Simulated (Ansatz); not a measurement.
BiS₂

Input file:

```
crystal:
  lattice:
    - [7.6718483639, -1.9193353391, 0.1042766988]
    - [7.6718483639, 1.9193353391, 0.1042766988]
    - [-6.6792291404, 0.0, 8.2144490731]
  atoms:
    - { symbol: Bi, position: [0.7141164418, 0.7141164418, 0.628500774] }
    - { symbol: Bi, position: [0.5915523294, 0.5915523294, 0.8524224406] }
    - { symbol: Bi, position: [0.4084476706, 0.4084476706, 0.1475775594] }
    - { symbol: Bi, position: [0.2858835582, 0.2858835582, 0.371499226] }
    - { symbol: S, position: [0.6489935198, 0.6489935198, 0.3306326791] }
    - { symbol: S, position: [0.2193582979, 0.2193582979, 0.8490301447] }
    - { symbol: S, position: [0.0750703969, 0.0750703969, 0.0250473776] }
    - { symbol: S, position: [0.7806417021, 0.7806417021, 0.1509698553] }
    - { symbol: S, position: [0.962950307, 0.962950307, 0.5540249392] }
    - { symbol: S, position: [0.9249296031, 0.9249296031, 0.9749526224] }
    - { symbol: S, position: [0.3510064802, 0.3510064802, 0.6693673209] }
    - { symbol: S, position: [0.037049693, 0.037049693, 0.4459750608] }
basis:
  ecutwfc: 420
kpoints:
  mp_grid: { grid: [8, 8, 4] }
hamiltonian:
  xc: pbesol
scf:
  occupations: { method: gaussian, width: 0.02 }
output:
  forces: true
  stress: true
  eigenvalues: true
  write_density: true
  write_potential: true
  elf: true
  volumetric_format: npy
relax:
  adjacent_minimum: "off"
  f_tol: 0.01
  max_steps: 30
  cell: { stress_tol: 0.1, fix: [volume] }
```

Command:

```sh
ansatz run input.yaml --threads 8 --pin off --max-ram 22528MiB --backend cpu --events-out ev --progress --plain --runs-dir out
```

Below, planes, directions and counts refer to the conventional cell (a = 15.40 Å, b = 3.84 Å, c = 10.55 Å, α = 90.00°, β = 128.31°, γ = 90.00°).

The fields are those of the run's last geometry, not of the input's.

Space group C2/m; a structure from a database of computed crystals, not necessarily the ambient phase; changed on purpose from its base cell (volume × 0.88, shape and atoms relaxed); computed pressure about 8 GPa in this cell.

Theory: DFT PBEsol, scalar-relativistic, plane waves, PAW (Ansatz 0.2.0).

**Predict the valence pseudo-density and electron localisation function between the atoms.**

Bi–S (2.78 Å): the density is about 0.33 e/Å³ at the midpoint; the ELF peaks at about 0.85 in the valence shell of S, 0.8 Å from its nucleus, and drops to about 0.30 between the two atoms.

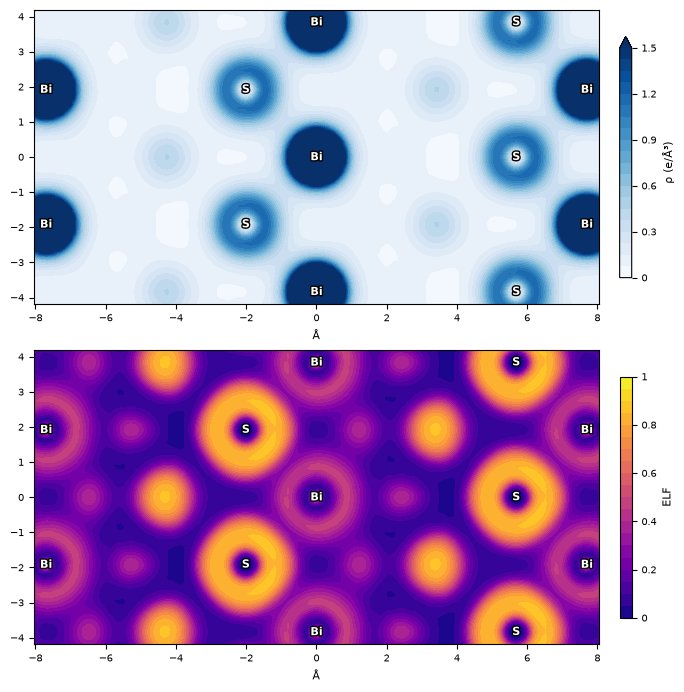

Computed valence pseudo-density and electron localisation function on the (001) plane of the conventional cell, in this order. 

In a PAW calculation such maps are meaningful between the atoms, not at the nuclei.
